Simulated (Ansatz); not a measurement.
```cif
data_structure
_symmetry_space_group_name_H-M 'P 1'
_symmetry_Int_Tables_number 1
_cell_length_a 4.6144
_cell_length_b 4.6144
_cell_length_c 6.6469
_cell_angle_alpha 90.000
_cell_angle_beta 90.000
_cell_angle_gamma 120.000
_cell_volume 122.57
loop_
_atom_site_label
_atom_site_type_symbol
_atom_site_fract_x
_atom_site_fract_y
_atom_site_fract_z
_atom_site_occupancy
Si1 Si 0.83634 0.67269 0.50000 1
Si2 Si 0.16366 0.83634 0.83333 1
Si3 Si 0.67269 0.83634 0.16667 1
Si4 Si 0.16366 0.32731 0.50000 1
Si5 Si 0.83634 0.16366 0.83333 1
Si6 Si 0.32731 0.16366 0.16667 1
W1 W 0.00000 0.50000 0.16667 1
W2 W 0.50000 0.50000 0.83333 1
W3 W 0.50000 0.00000 0.50000 1
```

Space group P6₂22; a structure from a database of computed crystals, not necessarily the ambient phase; PAW files of the earlier set (soft_1).

These are results of DFT PBE, scalar-relativistic, plane waves, PAW (Ansatz 0.2.0), not measurements.

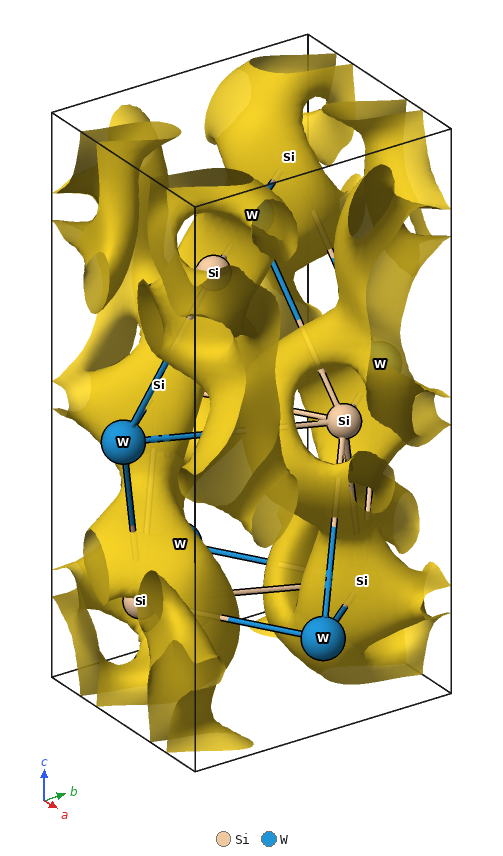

Si₂W. Isosurface of the ELF at 0.6 (yellow), seen slightly off an axis. Only the valence region is drawn (cores and ρ < 0.01 e/Å³ removed). Sticks mark near contacts.

Where are the electrons localised?

Answer. At this value the surface marks out channels that run through the cell in one direction, counted in one cell of 9 atoms. Any copies at cell faces, edges or corners count once.

Values along the shortest contacts:
Si–Si (2.57 Å): the ELF peaks at about 0.70 between the atoms. Si–W (2.59 Å): the ELF peaks at about 0.75 in the valence shell of Si, 0.9 Å from its nucleus, and is about 0.45 at the midpoint.
